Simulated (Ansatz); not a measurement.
Al3H: geometry relaxation (part 2 of 2)

Continued. System: Al3H (slab, 4 atoms in the cell). Method: DFT PBE, scalar-relativistic, plane waves, PAW, PAW set soft_1, no spin polarisation (Ansatz 0.2.0); cutoff 420 eV, 9×9×1 k-mesh, Gaussian smearing of 0.1 eV. The structure derives from an entry of the Crystallography Open Database. The input holds or restrains some coordinates. Forces given for the steps count only the free coordinates.

Geometry of the input (Å; fractional positions):
```
2.8568  0.0000  0.0000
0.0000  2.8568  0.0000
0.0000  0.0000  19.6747
Al 0.5000  0.5000  0.2033
Al 0.0000  0.0000  0.3093
Al 0.5000  0.5000  0.4155
H  0.5000  0.8333  0.4803
```

```
WARN: The input density's exchange-correlation potential varies sharply where the density is thin. Do not read a vacuum level from v_tot or v_xc, or from such a field of the output density. On a cell that repeats whose density bears no net charge and no dipole along the vacuum's axis use v_es (v_loc + v_h of the components); under efield.dipole_correction with no amplitude use v_es + v_field, which holds any external_charges[].barrier, or the levels of the report's work_function block, which leave it out; under a non-zero efield.amplitude the vacuum is tilted and has no level; on a cell that repeats and bears such a dipole with no correction it is tilted too, and efield.dipole_correction with no amplitude gives each side of its ramp a level where efield: is served; in a cell that repeats whose density bears a net charge (total_charge, or a fill off its count) it is curved and has none; of a slab under crystal.periodic whose density bears no net charge use v_es, which has a level on each side, short of where the two are joined; of another it falls or rises all the way out and has none; of a slab beside external_charges read slab_vacuum_level instead, which it has where they leave it neutral. The grid or the basis barely resolves most such structure, and the values can differ between equally converged runs; as a rule a tighter scf.convergence.dr2_threshold does not remove it. Where the density itself ripples (under the LDA too) a higher basis.ecutwfc lessens it. The files hold the spikes' plane waves up to the density's cutoff. Files: v_tot and the like, and their columns of v_z.tsv (output.write_potential); v_xc and the like, and their columns of v_comp_z.tsv (output.write_potential_components); where files of the output density stand in their place, no point of their own thin density is over the threshold below, and this is of outcome.potential() and, of a run that writes arrays (npy), the arrays of these names. Measured: with its Gaussian average of σ = 0.25 Å subtracted twice, the exchange-correlation potential is over 0.1 eV at 5 of the grid points where the equally averaged density (valence and model cores) is under 1e-3 e/Å³, and 0.118 eV at the most among them, at an averaged density of 1.0e-7 e/Å³. See output.write_potential in the manual, Limitations
SCF converged after 4 iterations
Free energy (F): -1627.193633 eV
Harris-Foulkes:  -1627.193633 eV  (|F-HF|=2.52e-9)
Internal energy: -1627.187821 eV  (E = F + TS)
E sigma→0 (E₀):  -1627.190727 eV
Entropy (-TS):   -0.005812 eV (-1.453 meV/atom)
Fermi energy:    -0.387438 eV
Dipole field:    D = -0.029200 V/Å  (p = -0.025910 e·Å, saw-weighted, corrected)
Work function:   Φ+ = 4.6891 eV   Φ− = 4.1146 eV
Levels:          The Fermi level and band energies are counted from a zero that moves with the ramp; work functions are not
--- Per-component energies (eV) ---
  E_band       = -46.601022
  E_kinetic    = 76.453715
  E_local      = -1511.067022  (includes V_loc(G=0)·N_el)
  E_nonlocal   = 30.753185
  E_hartree    = 731.894025
  E_xc         = -119.261490
  E_vxc        = -95.355439  (∫ρ·V_xc dr)
  E_paw        = -1408.629297  (= ΣΔE_a)
  E_vpaw       = -11.088755  (= ΣTr[D̂ρ^β])
  E_aug_tail   = -0.000897  (compensation charges beyond the density's cutoff)
  E_efield     = 0.000378  (sawtooth field / dipole correction)
  E_vefield    = -0.086116  (∫n·V_field dr)
  E_ewald      = 572.669580
  E_smearing   = -0.005812  (= −TS)
  E_closure    = 0.000000  (closes the sum)
  Σ components = -1627.193633   (vs F -1627.193633, Δ=0.00e0)
--- Forces (eV/Å), atoms counted from 1 ---
  atom   1  Al     0.00000000    -0.05751108    -0.08208215
  atom   2  Al     0.00000000     0.03572874     0.23153033
  atom   3  Al     0.00000000    -0.38240082    -0.14937095
  atom   4  H      0.00000000     0.40416917    -0.00006763
  max |Σ_I F_I| component: 1.40e-5 eV/Å
--- Band table (eV; the first three rows and the last of 25) ---
  k-point 0: bands = ["-10.8249", "-9.0378", "-6.5252", "-3.5180", "0.3599", "3.1053", "3.8634", "4.8783", "5.3813"]
  k-point 1: bands = ["-10.6031", "-8.8225", "-6.3231", "-3.3214", "0.5361", "2.7159", "3.3273", "4.0434", "4.4532"]
  k-point 2: bands = ["-9.9401", "-8.1824", "-5.7303", "-2.7524", "-0.2756", "0.9035", "1.8395", "3.8408", "4.2541"]
  k-point 24: bands = ["-4.3057", "-3.4071", "-2.3695", "-1.4120", "-1.0342", "-0.1974", "0.2866", "1.0108", "1.6872"]
--- Relaxed structure (3 steps of the walk, 3 accepted, 0 SCFs on fresh bases) ---
  F+E_penalty+E_count = -1627.19363295 eV   max|allowed force component| = 6.763e-5 eV/Å
  atoms:
    - { symbol: Al, position: [0.49999999999999994, 0.49999999999999994, 0.20330683199999997] }
    - { symbol: Al, position: [0.0, 0.0, 0.30927286109999996] }
    - { symbol: Al, position: [0.49999999999999994, 0.49999999999999994, 0.41549285799999996] }
    - { symbol: H, position: [0.49999999999999994, 0.8333333332999999, 0.4826021260052569] }
```

**Trajectory as extended XYZ (Å, eV, eV/Å), 3 frames, from step=1 to step=3**
```
4
Lattice="2.8568 0.0000 0.0000 0.0000 2.8568 0.0000 0.0000 0.0000 19.6747" Properties=species:S:1:pos:R:3:forces:R:3 step=1 energy=-1627.18538
Al    1.4284    1.4284    4.0000    0.0000  -0.0585  -0.0853
Al    0.0000    0.0000    6.0848    0.0000   0.0388   0.2216
Al    1.4284    1.4284    8.1747    0.0000  -0.6134  -0.5081
H     1.4284    2.3806    9.4498    0.0000   0.6333   0.3715
4
Lattice="2.8568 0.0000 0.0000 0.0000 2.8568 0.0000 0.0000 0.0000 19.6747" Properties=species:S:1:pos:R:3:forces:R:3 step=2 energy=-1627.19326
Al    1.4284    1.4284    4.0000    0.0000  -0.0577  -0.0827
Al    0.0000    0.0000    6.0848    0.0000   0.0363   0.2294
Al    1.4284    1.4284    8.1747    0.0000  -0.4287  -0.2235
H     1.4284    2.3806    9.4852    0.0000   0.4500   0.0769
4
Lattice="2.8568 0.0000 0.0000 0.0000 2.8568 0.0000 0.0000 0.0000 19.6747" Properties=species:S:1:pos:R:3:forces:R:3 step=3 energy=-1627.19363
Al    1.4284    1.4284    4.0000    0.0000  -0.0575  -0.0821
Al    0.0000    0.0000    6.0848    0.0000   0.0357   0.2315
Al    1.4284    1.4284    8.1747    0.0000  -0.3824  -0.1494
H     1.4284    2.3806    9.4951    0.0000   0.4042  -0.0001
```

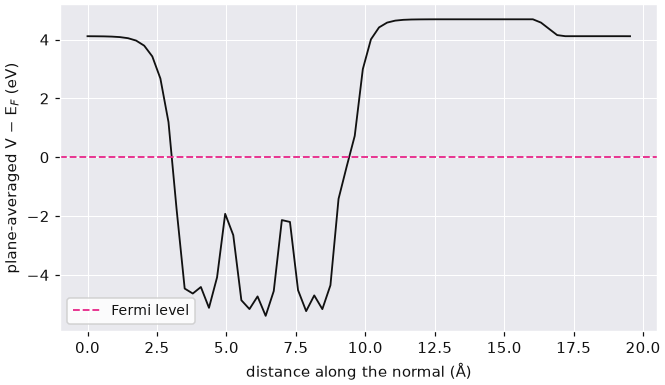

Fig. 1: Plane average of the electrostatic potential energy of an electron across the cell, from the Fermi level. The vacuum level lies 4.69 eV above the Fermi level on the upper side and 4.11 eV on the lower.

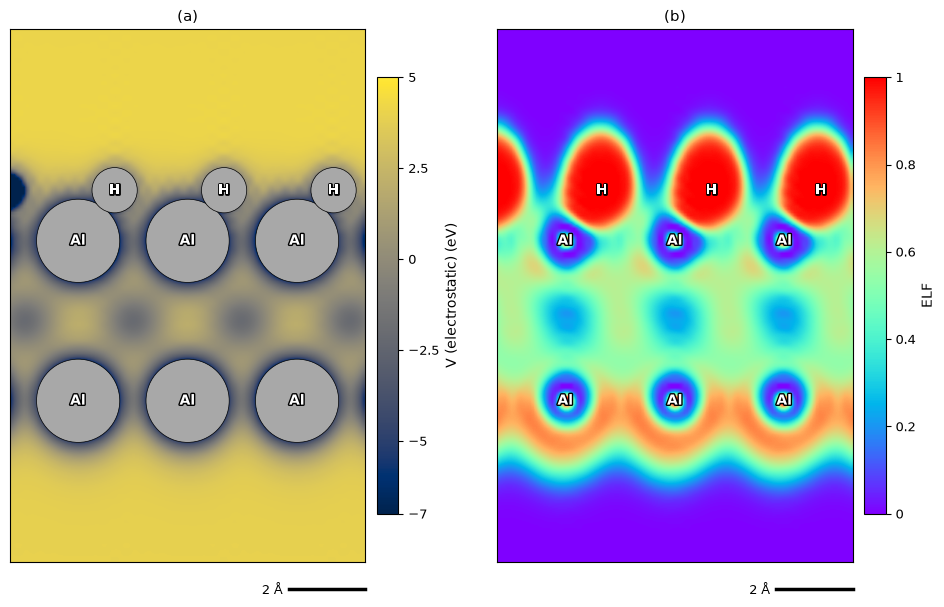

Fig. 2: (a) electrostatic potential (local pseudopotential plus Hartree) felt by an electron; (b) ELF on the (100) plane of the calculation cell, a cut from vacuum to vacuum. Grey discs, where drawn, cover atomic cores. Al–H (1.63 Å): the ELF is about 1 at the midpoint. In a PAW calculation such maps are meaningful between the atoms, not at the nuclei.

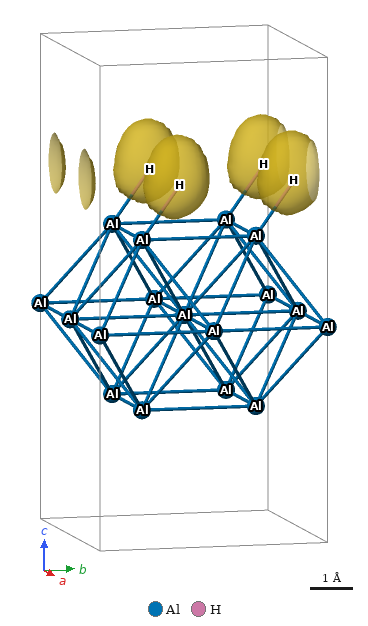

Fig. 3: Isosurface of the ELF at 0.9 (yellow), seen slightly off an axis. Core shells and regions of very low density are left out. Sticks mark near contacts. Values along the shortest contacts: Al–H (1.63 Å): the ELF is about 1 at the midpoint. Al–Al (2.86 Å): the ELF peaks at about 0.80 between the atoms (a shared electron pair).

**Key numbers**

- outcome: converged under the restraints of the input
- electrons treated: 10
- free energy: −1627.1936 eV
- work function, top face: 4.69 eV
- work function, bottom face: 4.11 eV
- Fermi energy: −0.387 eV
- gap on the k-point mesh: none (metallic)
- final volume: 160.57 Å³
- work function (upper face): 4.69 eV
- largest force (length of the vector) at the end, held atoms and coordinates included: 0.411 eV/Å
- wall time: 17 s
- peak memory: 0.33 GiB

**Notes**

The program warns: the exchange-correlation potential is rough where the density is thin.
